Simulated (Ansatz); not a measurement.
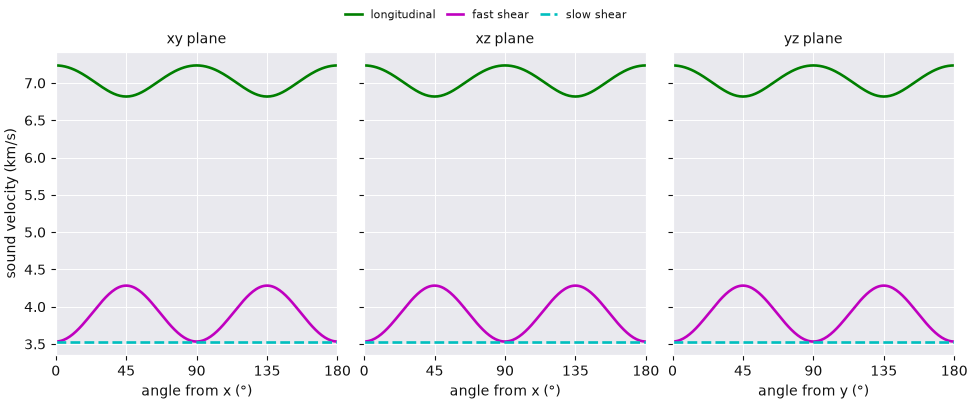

Caption: Sound velocities against the direction of travel in the xy, xz and yz planes, from the elastic constants and the density for SiMo₃, space group Pm-3n (No. 223).

Along x the longitudinal wave runs at 7.24 km/s and the transverse ones at 3.53 and 3.53 km/s, the same along y and z; along x + y they run at 6.82, 4.28 and 3.53 km/s (density 8.88 g/cm³). Over all directions E runs from 289 to 401 GPa, a ratio of 1.38. E is 401 GPa along x, y and z alike, and 289 GPa along the body diagonal x + y + z. The Hill averages are K = 248 GPa and G = 129 GPa, Poisson's ratio 0.28; K/G = 1.91, above Pugh's empirical 1.75, a sign of ductile behaviour in a metal.

Computed with Ansatz 0.2.0: elastic stress-strain coefficients at zero temperature from small strains of the given cell, Voigt order xx yy zz yz xz xy, Cartesian axes of the cell vectors; plane waves with PAW datasets, Γ-centred k mesh. Level: PBE, no spin polarisation.

wave cutoff 420 eV; k mesh 8×8×8; occupations Fermi–Dirac; smearing width 0.15 eV; ions relaxed; strain amplitude 0.005.

The given structure:
```yaml
crystal:
  lattice:
    - [4.90794, 0.00000, 0.00000]
    - [0.00000, 4.90794, 0.00000]
    - [0.00000, 0.00000, 4.90794]
  atoms:
    - { symbol: Si, position: [0.00000, 0.00000, 0.00000] }
    - { symbol: Si, position: [0.50000, 0.50000, 0.50000] }
    - { symbol: Mo, position: [0.25000, 0.00000, 0.50000] }
    - { symbol: Mo, position: [0.50000, 0.75000, 0.00000] }
    - { symbol: Mo, position: [0.75000, 0.00000, 0.50000] }
    - { symbol: Mo, position: [0.50000, 0.25000, 0.00000] }
    - { symbol: Mo, position: [0.00000, 0.50000, 0.75000] }
    - { symbol: Mo, position: [0.00000, 0.50000, 0.25000] }
```

Keep in mind: metal sensitive to the k mesh.
